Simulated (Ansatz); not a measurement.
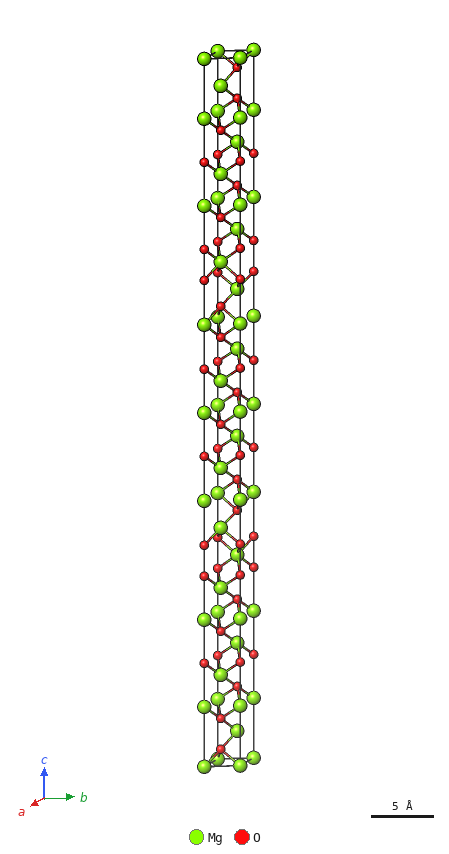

The image is a ball-and-stick drawing of a crystal, viewed slightly off an axis. The frame is the conventional unit cell; atoms at its boundary are shown with their periodic copies.

MgO, space group R-3m (No. 166), a = 2.961 Å, b = 2.961 Å, c = 59.240 Å, α = 90.00°, β = 90.00°, γ = 120.00°. The starting point was a structure listed in the Materials Project. Earlier steps of the study, as a rule a relaxation of our own, may have changed the cell and positions, so they can lie some per cent off the listed ones. It was the input of a calculation with Ansatz.

This one geometry was computed with Ansatz (DFT, plane waves, PAW) at four levels of theory: r2SCAN, PBE0, PBE and HSE06. It was relaxed beforehand with r2SCAN.

**Which level gives the highest pressure at this volume, and what does that say about its equilibrium volume?**

Highest: PBE (5.5 GPa), which points to the largest equilibrium volume. Lowest, with the smallest volume: r2SCAN (0.0 GPa), PBE0 (-0.3 GPa) and HSE06 (-0.4 GPa). Levels within 0.5 GPa of each other can't be told apart.

**How does the band gap change with the level of theory?**

PBE: a gap of 4.17 eV, indirect; r2SCAN: a gap of 4.99 eV, indirect; HSE06: a gap of 5.84 eV, indirect; PBE0: a gap of 6.57 eV, indirect.

**Collect the results in a table.**

| level | cutoff (eV) | k-mesh of the run's cell | gap (eV) | pressure (GPa) |
| --- | --- | --- | --- | --- |
| r2SCAN | 500 | 10×10×10 | 4.99 | 0.0 |
| PBE0 | 420 | 6×6×6 | 6.57 | -0.3 |
| PBE | 420 | 10×10×10 | 4.17 | 5.5 |
| HSE06 | 420 | 6×6×6 | 5.84 | -0.4 |

Gaps are taken on the k-mesh or band path of each run.
